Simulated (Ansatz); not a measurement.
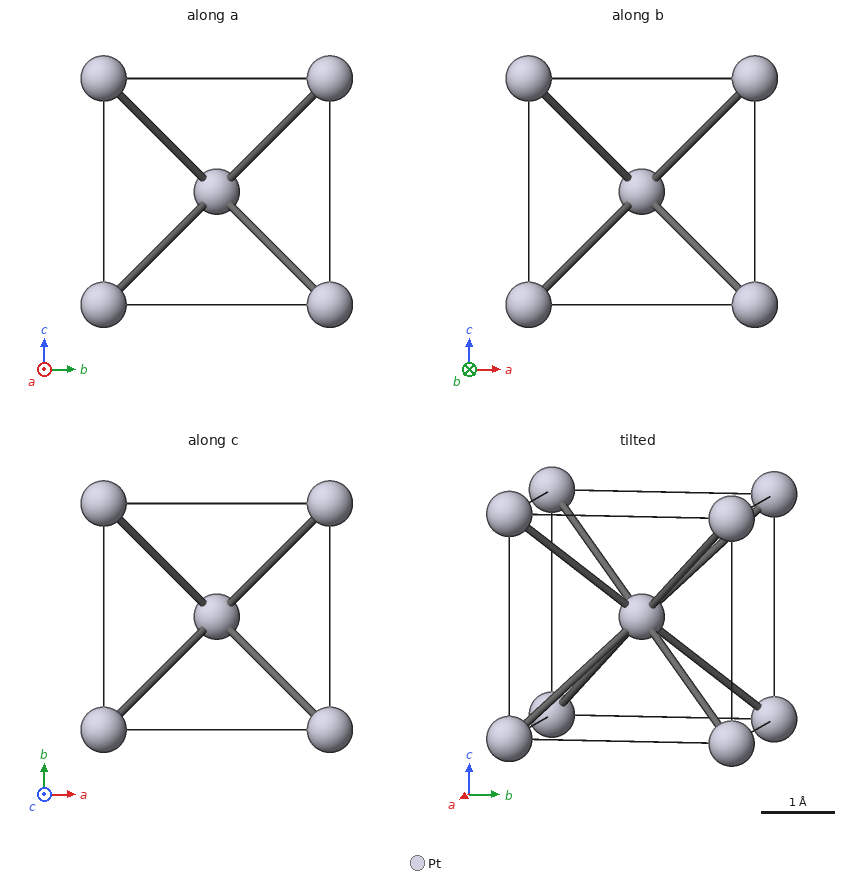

The crystal in a ball-and-stick representation, seen along the a axis, along the b axis, along the c axis and slightly off an axis. The parallelepiped is the conventional unit cell.

Lattice parameters: a = 3.1186 Å, b = 3.1186 Å, c = 3.1186 Å, α = 90.000°, β = 90.000°, γ = 90.000°.

Q: Transcribe the picture into a CIF with its space group and independent sites.

A:
```cif
data_structure
_symmetry_space_group_name_H-M 'I m -3 m'
_symmetry_Int_Tables_number 229
_cell_length_a 3.1186
_cell_length_b 3.1186
_cell_length_c 3.1186
_cell_angle_alpha 90.000
_cell_angle_beta 90.000
_cell_angle_gamma 90.000
_cell_volume 30.33
loop_
_atom_site_label
_atom_site_type_symbol
_atom_site_symmetry_multiplicity
_atom_site_Wyckoff_symbol
_atom_site_fract_x
_atom_site_fract_y
_atom_site_fract_z
_atom_site_occupancy
Pt1 Pt 2 a 0.0000 0.0000 0.0000 1
```

The structure was taken from a structure type filled with this element by a generator (whether the element takes this form wasn't checked). The cell was then strained or its atoms displaced on purpose. It was run through Ansatz as a DFT input.

At this level of theory the cell isn't at rest (compressed, at 5 GPa), so its distances can differ from those at equilibrium, the more so the softer the solid.
